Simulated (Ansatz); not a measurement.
GdN: single-point calculation (part 2 of 3)

The same run, continued: GdN (2 atoms in the cell); DFT PBE+U, spin-orbit coupling, plane waves, PAW, Ueff = 2 eV on Gd atom 1 f (Ansatz 0.2.0); cutoff 420 eV, 6×6×6 k-mesh, Gaussian smearing of 0.05 eV. The structure was built on a prototype by a generator; it need not be a known phase. It belongs to a series of runs on one base structure; here: random orbitals: harmonics, low filling.

Geometry of the input (Å; fractional positions):
```
2.9936  0.0000  0.0000
0.0000  2.9936  0.0000
0.0000  0.0000  2.9936
Gd 0.0000  0.0000  0.0000
N  0.5000  0.5000  0.5000
```

**The program's output, continued**
```
SCF iter   1: F=—  HF=-9722.328433 eV  |F-HF|=—  |Δ(HF+E_count)|=         —  Δρ=6.66e-1  dr2=4.20e-1  dr2_m=2.73e1  ethr=1.82e-3  |M|=6.65e0 ∫|m|=6.89e0 μB  |m|>n=0.0e0 m-floor=0.0e0 τ_xc=0.0e0 mc-row=0.0e0  β_m=1.00  ⟨swp⟩=1.2  Hψ=11999  notcnv=0
preconditioner: auto → none  [metal: Δε(μ)=0.008 eV  Ē_g=10.238 eV  σ=0.050 eV  W_gap=0.08  n_scr=6 (ndim 8)  ℏωp=32.9 eV  f_vac=0.000  D(μ)=3.07/eV (n_scr^D=32)  sad-step TF]
SCF iter   2: F=—  HF=-9717.669585 eV  |F-HF|=—  |Δ(HF+E_count)|=    4.66e0  Δρ=4.14e-2  dr2=1.76e-1  dr2_m=1.06e-1  ethr=1.82e-3  |M|=6.43e0 ∫|m|=6.87e0 μB  |m|>n=2.4e-4 m-floor=2.4e-4 τ_xc=2.7e-3 mc-row=2.4e-4  β_m=1.00  ⟨swp⟩=3.0  Hψ=6064  notcnv=0  defer=12
SCF iter   3: F=—  HF=-9721.588723 eV  |F-HF|=—  |Δ(HF+E_count)|=    3.92e0  Δρ=5.57e-2  dr2=7.21e-1  dr2_m=1.91e-1  ethr=7.67e-4  |M|=6.89e0 ∫|m|=7.09e0 μB  |m|>n=0.0e0 m-floor=0.0e0 τ_xc=2.7e-3 mc-row=0.0e0  β_m=1.00  ⟨swp⟩=3.7  Hψ=4877  notcnv=0  defer=142
SCF iter   4: F=—  HF=-9723.353827 eV  |F-HF|=—  |Δ(HF+E_count)|=    1.77e0  Δρ=3.41e-2  dr2=3.43e-1  dr2_m=1.11e-3  ethr=7.67e-4  |M|=6.93e0 ∫|m|=7.13e0 μB  |m|>n=0.0e0 m-floor=0.0e0 τ_xc=3.2e-3 mc-row=0.0e0  β_m=1.00  ⟨swp⟩=3.0  Hψ=4136  notcnv=0  defer=146
SCF iter   5: F=—  HF=-9724.572881 eV  |F-HF|=—  |Δ(HF+E_count)|=    1.22e0  Δρ=2.27e-2  dr2=1.70e-1  dr2_m=1.00e-4  ethr=7.67e-4  |M|=6.94e0 ∫|m|=7.14e0 μB  |m|>n=0.0e0 m-floor=0.0e0 τ_xc=3.2e-3 mc-row=0.0e0  β_m=1.00  ⟨swp⟩=2.1  Hψ=4212  notcnv=0  defer=168
SCF iter   6: F=—  HF=-9725.161745 eV  |F-HF|=—  |Δ(HF+E_count)|=   5.89e-1  Δρ=5.71e-3  dr2=4.82e-3  dr2_m=2.01e-3  ethr=7.39e-4  |M|=6.88e0 ∫|m|=7.09e0 μB  |m|>n=0.0e0 m-floor=0.0e0 τ_xc=3.0e-3 mc-row=0.0e0  β_m=0.30  ⟨swp⟩=3.2  Hψ=4354  notcnv=0  defer=164
SCF iter   7: F=—  HF=-9725.481131 eV  |F-HF|=—  |Δ(HF+E_count)|=   3.19e-1  Δρ=6.65e-3  dr2=1.29e-2  dr2_m=7.36e-4  ethr=2.09e-5  |M|=6.89e0 ∫|m|=7.09e0 μB  |m|>n=0.0e0 m-floor=0.0e0 τ_xc=2.8e-3 mc-row=0.0e0  β_m=0.30  ⟨swp⟩=3.1  Hψ=4843  notcnv=0  defer=136
SCF iter   8: F=—  HF=-9725.627198 eV  |F-HF|=—  |Δ(HF+E_count)|=   1.46e-1  Δρ=2.93e-3  dr2=2.02e-4  dr2_m=5.29e-4  ethr=2.09e-5  |M|=6.90e0 ∫|m|=7.11e0 μB  |m|>n=0.0e0 m-floor=0.0e0 τ_xc=2.6e-3 mc-row=0.0e0  β_m=1.00  ⟨swp⟩=3.2  Hψ=4195  notcnv=0  defer=136
SCF iter   9: F=—  HF=-9725.701062 eV  |F-HF|=—  |Δ(HF+E_count)|=   7.39e-2  Δρ=1.32e-3  dr2=2.44e-4  dr2_m=1.10e-4  ethr=8.77e-7  |M|=6.91e0 ∫|m|=7.12e0 μB  |m|>n=0.0e0 m-floor=0.0e0 τ_xc=2.4e-3 mc-row=0.0e0  β_m=1.00  ⟨swp⟩=2.9  Hψ=4884  notcnv=0  defer=136
SCF iter  10: F=—  HF=-9725.737218 eV  |F-HF|=—  |Δ(HF+E_count)|=   3.62e-2  Δρ=7.53e-4  dr2=1.61e-4  dr2_m=1.59e-5  ethr=8.77e-7  |M|=6.91e0 ∫|m|=7.12e0 μB  |m|>n=0.0e0 m-floor=0.0e0 τ_xc=2.3e-3 mc-row=0.0e0  β_m=1.00  ⟨swp⟩=2.2  Hψ=3855  notcnv=0  defer=134
SCF iter  11: F=—  HF=-9725.756472 eV  |F-HF|=—  |Δ(HF+E_count)|=   1.93e-2  Δρ=2.05e-4  dr2=3.43e-6  dr2_m=4.32e-6  ethr=7.02e-7  |M|=6.91e0 ∫|m|=7.12e0 μB  |m|>n=0.0e0 m-floor=0.0e0 τ_xc=2.2e-3 mc-row=0.0e0  β_m=0.30  ⟨swp⟩=2.1  Hψ=3995  notcnv=0  defer=140
Mixer restart at iter 11: flushing history
spin-set hold released at iteration 11 (site moments contracting): the magnetisation degrees of freedom join the quasi-Newton model from the next iteration; the mixer history was flushed
SCF iter  12: F=—  HF=-9725.766496 eV  |F-HF|=—  |Δ(HF+E_count)|=   1.00e-2  Δρ=5.46e-4  dr2=7.94e-5  dr2_m=1.88e-5  ethr=1.49e-8  |M|=6.92e0 ∫|m|=7.12e0 μB  |m|>n=0.0e0 m-floor=0.0e0 τ_xc=2.2e-3 mc-row=0.0e0  β_m=0.65  ⟨swp⟩=3.1  Hψ=5234  notcnv=0  defer=140
SCF iter  13: F=—  HF=-9725.777999 eV  |F-HF|=—  |Δ(HF+E_count)|=   1.15e-2  Δρ=4.73e-3  dr2=8.18e-3  dr2_m=2.20e-4  ethr=1.49e-8  |M|=6.91e0 ∫|m|=7.12e0 μB  |m|>n=0.0e0 m-floor=0.0e0 τ_xc=1.9e-3 mc-row=0.0e0  β_m=0.65  ⟨swp⟩=4.4  Hψ=6505  notcnv=0  defer=140
Mixer restart at iter 13: flushing history
SCF iter  14: F=—  HF=-9725.812141 eV  |F-HF|=—  |Δ(HF+E_count)|=         —  Δρ=4.09e-3  dr2=6.20e-3  dr2_m=1.14e-4  ethr=1.49e-8  |M|=6.91e0 ∫|m|=7.12e0 μB  |m|>n=0.0e0 m-floor=0.0e0 τ_xc=1.9e-3 mc-row=0.0e0  β_m=0.65  ⟨swp⟩=2.1  Hψ=3670  notcnv=0  defer=139
SCF iter  15: F=—  HF=-9727.425740 eV  |F-HF|=—  |Δ(HF+E_count)|=    1.61e0  Δρ=1.26e-2  dr2=5.85e-2  dr2_m=1.01e-3  ethr=1.49e-8  |M|=6.94e0 ∫|m|=7.15e0 μB  |m|>n=0.0e0 m-floor=0.0e0 τ_xc=1.9e-3 mc-row=0.0e0  β_m=0.39  ⟨swp⟩=5.4  Hψ=8098  notcnv=0  defer=145
SCF iter  16: F=—  HF=-9727.634871 eV  |F-HF|=—  |Δ(HF+E_count)|=   2.09e-1  Δρ=2.61e-2  dr2=2.51e-1  dr2_m=5.88e-4  ethr=1.49e-8  |M|=6.88e0 ∫|m|=7.13e0 μB  |m|>n=0.0e0 m-floor=0.0e0 τ_xc=1.7e-3 mc-row=0.0e0  β_m=0.51  ⟨swp⟩=5.8  Hψ=9414  notcnv=0  defer=134
SCF iter  17: F=—  HF=-9727.659379 eV  |F-HF|=—  |Δ(HF+E_count)|=   2.45e-2  Δρ=1.45e-3  dr2=6.51e-4  dr2_m=1.14e-4  ethr=1.49e-8  |M|=6.93e0 ∫|m|=7.15e0 μB  |m|>n=0.0e0 m-floor=0.0e0 τ_xc=1.6e-3 mc-row=0.0e0  β_m=0.57  ⟨swp⟩=5.4  Hψ=8685  notcnv=0  defer=144
SCF iter  18: F=—  HF=-9727.659793 eV  |F-HF|=—  |Δ(HF+E_count)|=   4.14e-4  Δρ=9.01e-4  dr2=1.50e-4  dr2_m=4.47e-5  ethr=1.49e-8  |M|=6.93e0 ∫|m|=7.15e0 μB  |m|>n=0.0e0 m-floor=0.0e0 τ_xc=1.3e-3 mc-row=0.0e0  β_m=0.56  ⟨swp⟩=4.1  Hψ=5744  notcnv=0  defer=143
SCF iter  19: F=—  HF=-9727.659952 eV  |F-HF|=—  |Δ(HF+E_count)|=   1.59e-4  Δρ=3.90e-4  dr2=3.26e-6  dr2_m=1.56e-5  ethr=1.49e-8  |M|=6.93e0 ∫|m|=7.15e0 μB  |m|>n=0.0e0 m-floor=0.0e0 τ_xc=1.2e-3 mc-row=0.0e0  β_m=0.78  ⟨swp⟩=3.2  Hψ=4792  notcnv=0  defer=143
SCF iter  20: F=—  HF=-9727.660065 eV  |F-HF|=—  |Δ(HF+E_count)|=   1.14e-4  Δρ=1.36e-4  dr2=1.05e-6  dr2_m=1.51e-6  ethr=1.42e-8  |M|=6.93e0 ∫|m|=7.16e0 μB  |m|>n=0.0e0 m-floor=0.0e0 τ_xc=9.0e-4 mc-row=0.0e0  β_m=0.89  ⟨swp⟩=3.2  Hψ=4095  notcnv=0  defer=143
SCF iter  21: F=—  HF=-9727.660072 eV  |F-HF|=—  |Δ(HF+E_count)|=   6.40e-6  Δρ=3.19e-5  dr2=2.23e-7  dr2_m=4.89e-8  ethr=4.57e-9  |M|=6.93e0 ∫|m|=7.16e0 μB  |m|>n=0.0e0 m-floor=0.0e0 τ_xc=8.3e-4 mc-row=0.0e0  β_m=0.94  ⟨swp⟩=2.0  Hψ=3313  notcnv=0  defer=143
SCF iter  22: F=-9727.660072 eV  HF=-9727.660072 eV  |F-HF|=1.55e-8  |Δ(HF+E_count)|=   6.79e-7  Δρ=1.11e-5  dr2=4.03e-8  dr2_m=6.67e-9  ethr=4.35e-10  |M|=6.93e0 ∫|m|=7.16e0 μB  |m|>n=0.0e0 m-floor=0.0e0 τ_xc=8.0e-4 mc-row=0.0e0  ⟨swp⟩=11.4  Hψ=11690  notcnv=0
SCF 1, on 32 bands, converged in 22 iterations: F = -9727.660072 eV; the run's SCF on all bands comes behind
  greatest PAW one-centre occupation: 0.988 electrons in one spin orbital (limit 2), on the Gd atom at site 0 (counted from 0), in its partial waves of l = 0
The result of the SCF on 32 bands, without a stress, told ahead of the SCF on all bands, whose result is the run's:
SCF converged after 22 iterations
Magnetization: |M| = 6.9282 μB,  M = (+6.9282, -0.0000, -0.0000) μB
Absolute magnetization: 7.1560 μB (∫|m|, with the PAW one-centre terms)
  site 0: m = (+6.8653, +0.0000, +0.0000) μB, |m| = 6.8653 μB  (R = 1.07 Å)
  site 1: m = (-0.1122, +0.0000, +0.0000) μB, |m| = 0.1122 μB  (R = 1.07 Å)
Free energy (F): -9727.660072 eV
Harris-Foulkes:  -9727.660072 eV  (|F-HF|=1.55e-8)
Internal energy: -9727.658480 eV  (E = F + TS)
E sigma→0 (E₀):  -9727.659276 eV
Entropy (-TS):   -0.001592 eV (-0.796 meV/atom)
Fermi energy:    17.552328 eV
--- Per-component energies (eV) ---
  E_band       = 120.304871
  E_kinetic    = 537.903810
  E_local      = -1687.780696  (includes V_loc(G=0)·N_el)
  E_nonlocal   = 332.459958
  E_hartree    = 699.933125
  E_xc         = -296.393729
  E_vxc        = -333.506739  (∫ρ·V_xc dr)
  E_hubbard    = 0.135454  (on-site DFT+U / exact-exchange correction)
  E_vhub       = -6.834385  (the Hubbard potential's part of the band-sum identity)
  E_paw        = -6585.164236  (= ΣΔE_a)
  E_vpaw       = -121.806271  (= ΣTr[D̂ρ^β])
  E_aug_tail   = 0.000090  (compensation charges beyond the density's cutoff)
  E_ewald      = -2728.752258
  E_smearing   = -0.001592  (= −TS)
  E_closure    = -0.000000  (closes the sum)
  Σ components = -9727.660072   (vs F -9727.660072, Δ=0.00e0)
--- Hubbard shell moments (per corrected site; Tr N, ν in electrons; μ in μ_B) ---
  shell 0: Tr N=7.1053  μ_S=(+6.8149, -0.0000, +0.0000)  μ_L=(+0.0384, -0.0000, -0.0000)  μ=(+6.8533, -0.0000, -0.0000)  ν=0.2121 along (+1.000, +0.000, -0.000)
--- Specified on-site occupations, and those of the state reported ---
  electrons in the specified blocks: 6.9300 specified, 7.1053 found
  site 0 (l=f): largest change of an orbital's occupation 0.9757; electrons 6.9300 specified, 7.1053 found; spectral distance 0.0821
--- Forces (eV/Å), atoms counted from 1 ---
  atom   1  Gd     0.00000000     0.00000000     0.00000000
  atom   2  N      0.00000000     0.00000000     0.00000000
  max |Σ_I F_I| component: 0.00e0 eV/Å
--- Band table (eV; the first three rows and the last of 64) ---
  k-point 0: bands = ["-27.0972", "-24.1036", "-6.3262", "-5.5782", "-2.3850", "-1.3257", "-0.6871", "-0.1687", "3.9309", "3.9368", "12.3636", "12.5256", "12.5513", "12.6694", "12.7713", "12.9982", "13.0162", "16.4162", "16.4166", "17.2691", "17.3365", "17.3854", "17.3883", "17.4298", "17.9375", "17.9916", "18.0332", "19.6841", "19.7037", "19.8179", "20.1412", "20.3735"]
  k-point 1: bands = ["-27.0495", "-24.0459", "-6.5082", "-5.6462", "-2.7035", "-1.6188", "-0.6809", "-0.4712", "4.4389", "4.5439", "12.3431", "12.5245", "12.5376", "12.7023", "12.7502", "12.9911", "13.0142", "15.5691", "15.7699", "16.6700", "17.1125", "17.1157", "17.5354", "17.5446", "17.6330", "18.7301", "18.8898", "19.6951", "19.7034", "19.8253", "20.1254", "20.3450"]
  k-point 2: bands = ["-26.9521", "-23.9277", "-6.9418", "-5.8502", "-3.1453", "-2.3278", "-0.5949", "-0.5367", "5.3915", "5.5686", "12.3214", "12.4753", "12.5551", "12.7425", "12.7862", "13.0214", "13.0247", "13.6532", "13.8000", "16.5775", "16.5791", "16.6777", "16.6780", "17.2333", "18.2242", "19.4501", "19.5808", "19.7068", "19.8896", "20.0523", "20.2489", "20.3143"]
  k-point 63: bands = ["-26.5402", "-23.4341", "-7.3506", "-6.6457", "-3.7736", "-2.7697", "-2.1779", "-1.6999", "5.8699", "5.9622", "12.4120", "12.5394", "12.5524", "12.5671", "12.6488", "12.6699", "12.6983", "12.7286", "12.7438", "12.7528", "12.9029", "13.0977", "13.1725", "19.5956", "19.8219", "19.8445", "19.8714", "20.1610", "20.2935", "20.2960", "25.6966", "25.7389"]
WARN, of that result alone: hamiltonian.hubbard: on 1 of 1 specified blocks the occupation matrix of this SCF's result fails the test of the specified filling. At site 0 (sites count from 0 in the list of atoms of the cell that this SCF solves) the least filled combination of the orbitals specified full has occupation 0.011, and the fullest combination of the orbitals specified empty has occupation 0.996; the filling counts as kept where the first is at least 0.75 and exceeds the second by more than 0.25. The state of this SCF's result may not hold the specified filling, though these bounds can also misjudge a state that does. This warning does not say which state is lower in energy, or whether the specified filling is a self-consistent state at all; see hamiltonian.hubbard.sites[].starting_ns, Limitations, and scf.initial_density.shell_occupations in the input reference
Bands: 36, of which v1, the nominal top of the filled ones, is band 23 counted from 1 (22 counted from 0)
Projection manifold: j_resolved (fully-relativistic pseudo-atomic orbitals)
Initial density: handed on by an earlier stage of this run
Starting moments: Σ|m| = 5 μB on 1 of 2 sites; this step starts from the density that it was given
iter 1 solved again at ethr=6.10e-9 eV; its pass at ethr=3.10e-3 eV (dr2=1.40e-6 eV) is discarded
SCF iter   1: F=—  HF=-9727.660072 eV  |F-HF|=—  |Δ(HF+E_count)|=         —  Δρ=1.11e-5  dr2=4.08e-8  dr2_m=6.63e-9  ethr=6.10e-9  |M|=6.93e0 ∫|m|=7.16e0 μB  |m|>n=0.0e0 m-floor=0.0e0 τ_xc=8.1e-4 mc-row=0.0e0  β_m=0.30  ⟨swp⟩=4.9  Hψ=19704  notcnv=0
preconditioner: auto → none  [metal: Δε(μ)=0.013 eV  Ē_g=12.757 eV  σ=0.050 eV  W_gap=0.15  n_scr=6 (ndim 8)  ℏωp=32.9 eV  f_vac=0.000  D(μ)=1.27/eV (n_scr^D=6)]
SCF iter   2: F=-9727.660072 eV  HF=-9727.660072 eV  |F-HF|=2.33e-8  |Δ(HF+E_count)|=   1.36e-8  Δρ=6.43e-6  dr2=1.33e-8  dr2_m=4.08e-9  ethr=1.77e-10  |M|=6.93e0 ∫|m|=7.16e0 μB  |m|>n=0.0e0 m-floor=0.0e0 τ_xc=8.0e-4 mc-row=0.0e0  ⟨swp⟩=7.8  Hψ=10718  notcnv=0
WARN: hamiltonian.hubbard: on 1 of 1 specified blocks the occupation matrix of this SCF's result fails the test of the specified filling. At site 0 (sites count from 0 in the list of atoms of the cell that this SCF solves) the least filled combination of the orbitals specified full has occupation 0.011, and the fullest combination of the orbitals specified empty has occupation 0.996; the filling counts as kept where the first is at least 0.75 and exceeds the second by more than 0.25. The state of this SCF's result may not hold the specified filling, though these bounds can also misjudge a state that does. This warning does not say which state is lower in energy, or whether the specified filling is a self-consistent state at all; see hamiltonian.hubbard.sites[].starting_ns, Limitations, and scf.initial_density.shell_occupations in the input reference
SCF 2 converged in 2 iterations: F = -9727.660072 eV  dr2 = 1.33e-8
```

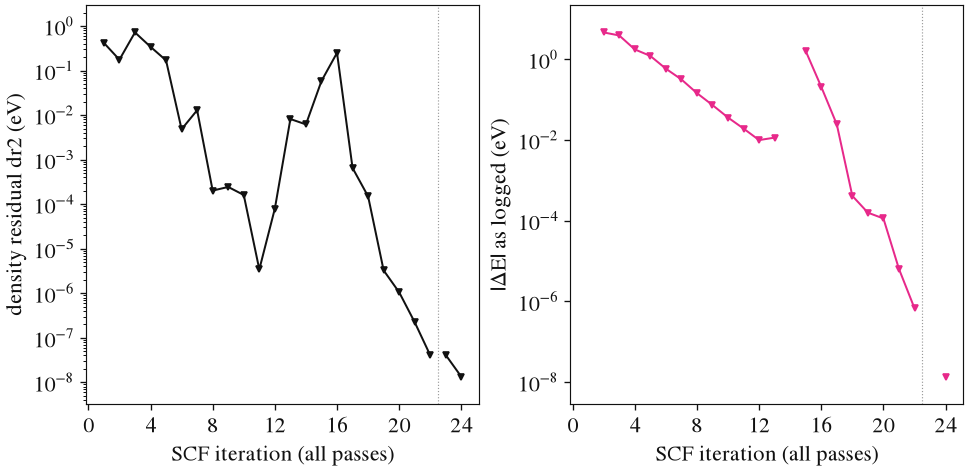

Figure 1. Convergence of the self-consistent field: density residual dr2 and size of the energy change against the SCF iteration. The dotted line parts a first SCF on fewer bands from the closing SCF on all bands, which starts from the first one's density. The passes take 22 and 2 iterations.

```
SCF converged after 24 iterations (22 of them on 32 bands)
Magnetization: |M| = 6.9281 μB,  M = (+6.9281, -0.0000, +0.0000) μB
Absolute magnetization: 7.1561 μB (∫|m|, with the PAW one-centre terms)
  site 0: m = (+6.8653, -0.0000, +0.0000) μB, |m| = 6.8653 μB  (R = 1.07 Å)
  site 1: m = (-0.1122, -0.0000, -0.0000) μB, |m| = 0.1122 μB  (R = 1.07 Å)
Free energy (F): -9727.660072 eV
Harris-Foulkes:  -9727.660072 eV  (|F-HF|=2.33e-8)
Internal energy: -9727.658480 eV  (E = F + TS)
E sigma→0 (E₀):  -9727.659276 eV
Entropy (-TS):   -0.001592 eV (-0.796 meV/atom)
Fermi energy:    17.552391 eV
--- Per-component energies (eV) ---
  E_band       = 120.304057
  E_kinetic    = 537.903308
  E_local      = -1687.782859  (includes V_loc(G=0)·N_el)
  E_nonlocal   = 332.459572
  E_hartree    = 699.935751
  E_xc         = -296.393666
  E_vxc        = -333.506659  (∫ρ·V_xc dr)
  E_hubbard    = 0.135463  (on-site DFT+U / exact-exchange correction)
  E_vhub       = -6.834380  (the Hubbard potential's part of the band-sum identity)
  E_paw        = -6585.163882  (= ΣΔE_a)
  E_vpaw       = -121.805842  (= ΣTr[D̂ρ^β])
  E_aug_tail   = 0.000090  (compensation charges beyond the density's cutoff)
  E_ewald      = -2728.752258
  E_smearing   = -0.001592  (= −TS)
  E_closure    = 0.000000  (closes the sum)
  Σ components = -9727.660072   (vs F -9727.660072, Δ=0.00e0)
--- Hubbard shell moments (per corrected site; Tr N, ν in electrons; μ in μ_B) ---
  shell 0: Tr N=7.1053  μ_S=(+6.8149, -0.0000, +0.0000)  μ_L=(+0.0384, +0.0000, -0.0000)  μ=(+6.8533, +0.0000, -0.0000)  ν=0.2121 along (+1.000, +0.000, +0.000)
--- Specified on-site occupations, and those of the state reported ---
  electrons in the specified blocks: 6.9300 specified, 7.1053 found
  site 0 (l=f): largest change of an orbital's occupation 0.9757; electrons 6.9300 specified, 7.1053 found; spectral distance 0.0821
--- Forces (eV/Å), atoms counted from 1 ---
  atom   1  Gd     0.00000000     0.00000000     0.00000000
  atom   2  N      0.00000000     0.00000000     0.00000000
  max |Σ_I F_I| component: 0.00e0 eV/Å
```
